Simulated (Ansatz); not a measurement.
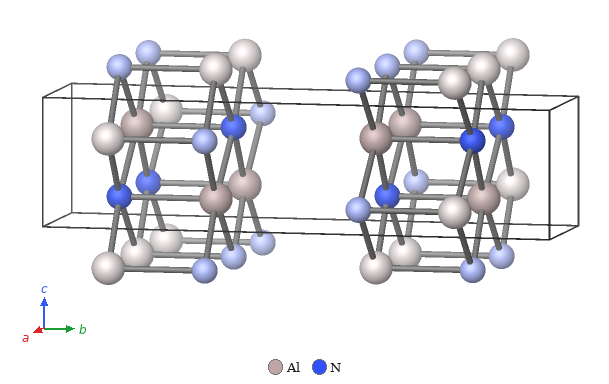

The image is a ball-and-stick drawing of a crystal, viewed from a general direction. Lines trace the edges of the conventional unit cell. Neighbours across the faces are drawn wherever a bond reaches them, in fainter colours.

AlN, space group Cmcm (No. 63), a = 2.74 Å, b = 10.98 Å, c = 2.75 Å, α = 90.00°, β = 90.00°, γ = 90.00°.

Computational set-up: Ansatz, DFT, r2SCAN+rVV10, plane waves, PAW, E_cut = 500 eV, k-points about 0.29 Å⁻¹ apart, Fermi-Dirac smearing of 0.03 eV, no spin polarisation.

Q: Does it come out as a metal, or with a gap?

A: An insulator at this level, with a gap of 3.39 eV, indirect; the smallest direct gap is 3.57 eV.

It goes back to a structure type filled with these elements by a generator (whether the compound takes this form wasn't checked). Atoms and cell were optimised with Ansatz 0.2.0, DFT, r2SCAN+rVV10, plane waves, PAW.
